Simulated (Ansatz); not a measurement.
System: zincblende BP, space group F-43m (No. 216), 2 atoms in the primitive cell, relaxed with r2SCAN; cubic a = 4.537 Å. Starting point: PBE, Ansatz PAW set, no spin polarisation, no spin-orbit coupling, 6×6×6 k mesh, 420 eV cutoff, fixed occupations (Ansatz 0.2.0). Many-body step: G0W0 with empty bands 69, screening cutoff 120 eV and frequency treatment contour deformation.

In PBE the smallest gap over these k points is 1.33 eV, with direct gaps of 3.40 eV at Γ, 5.45 eV at X and 5.54 eV at L.

What does G0W0 give?

Over the k points that were corrected, the smallest gap goes from 1.33 eV in PBE (Γ to X) to 1.94 eV in G0W0 (Γ to X), a change of +0.61 eV (+46 %). Counted from the valence top, the lowest empty level moves by +0.87 eV at Γ, +0.61 eV at X and +0.79 eV at L; over the 7 points that were corrected the shifts run from +0.61 to +0.87 eV: a spread of 0.26 eV on a mean of 0.76 eV, so one scissor shift describes this level only roughly. The top filled level also moves against the valence top, by −0.21 eV at X. Down to 4.1 eV under the top, the filled levels drop by about 0.05 eV more for each eV of depth, so the valence band is stretched by about 5 %.

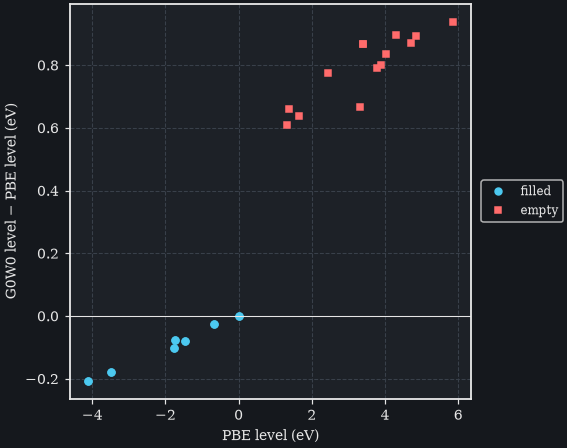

Change of each level from PBE to G0W0 against its PBE energy, both sets counted from their own valence top.

```
k point  PBE direct gap (eV)  G0W0 direct gap (eV)
      Γ                 3.40                  4.27
      X                 5.45                  6.26
      L                 5.54                  6.43
```

The k mesh is thin for GW. Bands, cutoffs and mesh are finite, so these values aren't at the basis limit.
